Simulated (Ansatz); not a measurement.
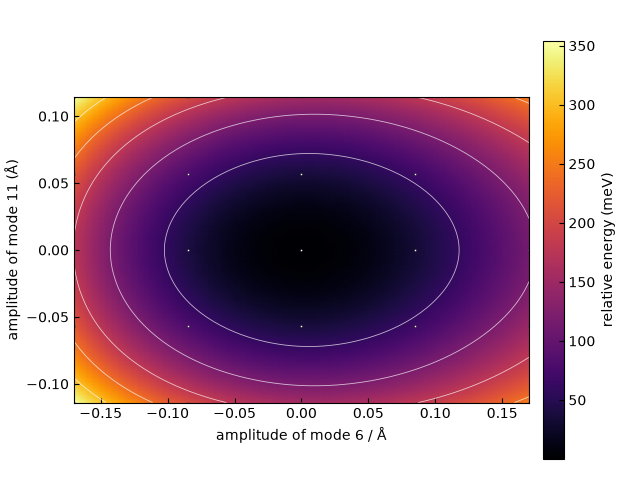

TiAl (P-6m2, No. 187; 4 atoms in the cell). The energy is mapped over two normal modes frozen in (zone-centre modes of the 4-atom cell of this scan, which folds in the wave vector (0, 1/2, 1/2) of the primitive cell). Coordinates scanned: (1) amplitude of mode 6 (183 cm⁻¹), largest displacement; (2) amplitude of mode 11 (311 cm⁻¹), largest displacement. Nothing is relaxed (the cell and all other modes fixed). The scan uses a 5 × 5 grid; 15 points were computed and 10 follow by symmetry. Points are written as (first, second). Energies: meV per cell, counted from the lowest grid point. The calculation used DFT PBEsol, scalar-relativistic, plane waves, PAW (Ansatz). Settings: cutoff 520 eV, k-mesh 16×16×16, gaussian smearing 0.15 eV, no spin polarisation.

The picture shows a smooth colour map with a few white contour lines, dots at the grid points. Between grid points the surface is interpolated.

The lowest grid point is at (0.000 Å, 0.000 Å). No other kind of well shows on this grid. The highest grid point, (−0.170 Å, −0.114 Å), lies 354 meV above the lowest.

The level of theory is changed to Ansatz 0.2.0, DFT LDA, scalar-relativistic, plane waves, PAW; with it change the cell, relaxed at the new level (first cell vector 2.812 Å, before 2.848 Å).

> What will the new map look like?

The lowest place stays at (0.000 Å, 0.000 Å). The span from the lowest to the highest grid point shrinks from 354 to 305 meV.

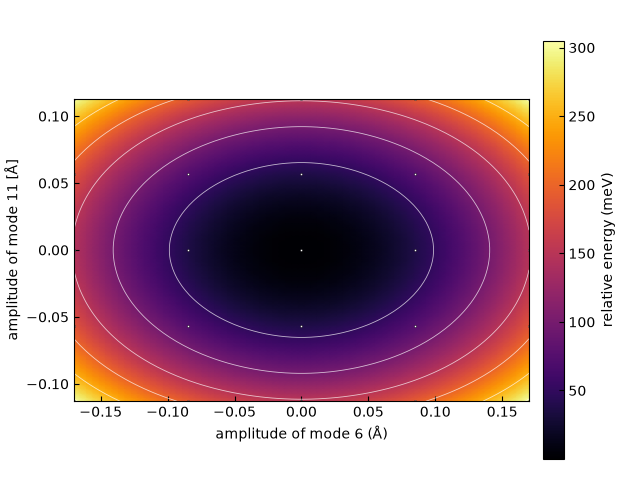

The map after the change, on a colour scale of its own. Drawn: a smooth colour map with a few white contour lines, dots at the grid points. Between grid points the surface is interpolated.

PAW datasets: the set soft_1.
